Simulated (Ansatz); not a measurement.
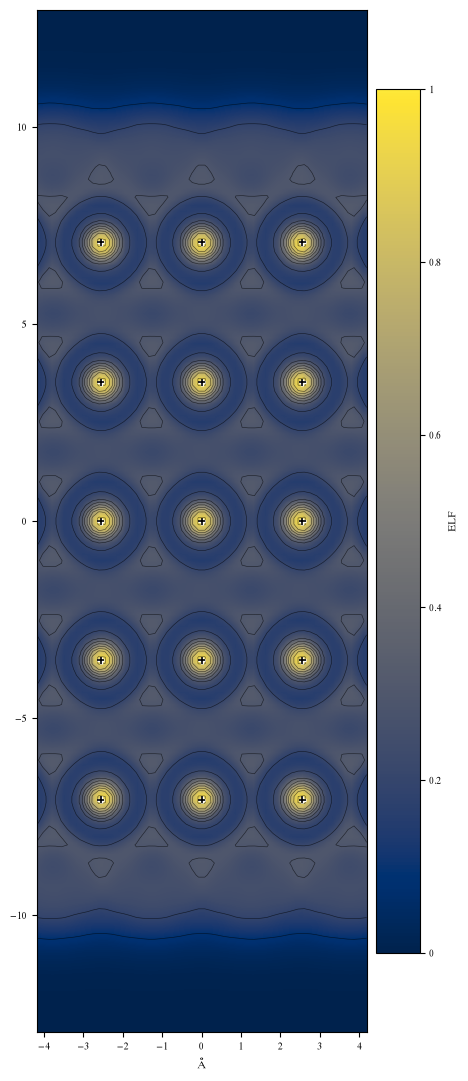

The electron localisation function on a plane through atoms (crosses mark nuclei in the plane).

All numbers below come from DFT r2SCAN, scalar-relativistic, plane waves, PAW (Ansatz 0.2.0).

Candidates:
A. Cu (slab), a = 2.56 Å, b = 2.56 Å, c = 32.08 Å, α = 90.00°, β = 90.00°, γ = 90.00°. Computed without spin polarisation.
B. LiNbO₃, a = 5.25 Å, b = 5.25 Å, c = 13.88 Å, α = 90.00°, β = 90.00°, γ = 120.00°. Space group R3c; computed pressure about −4 GPa in this cell.

Q: Which system is this?

A: Candidate A: Cu on the (100) plane of the calculation cell, a cut from vacuum to vacuum, which holds Cu.
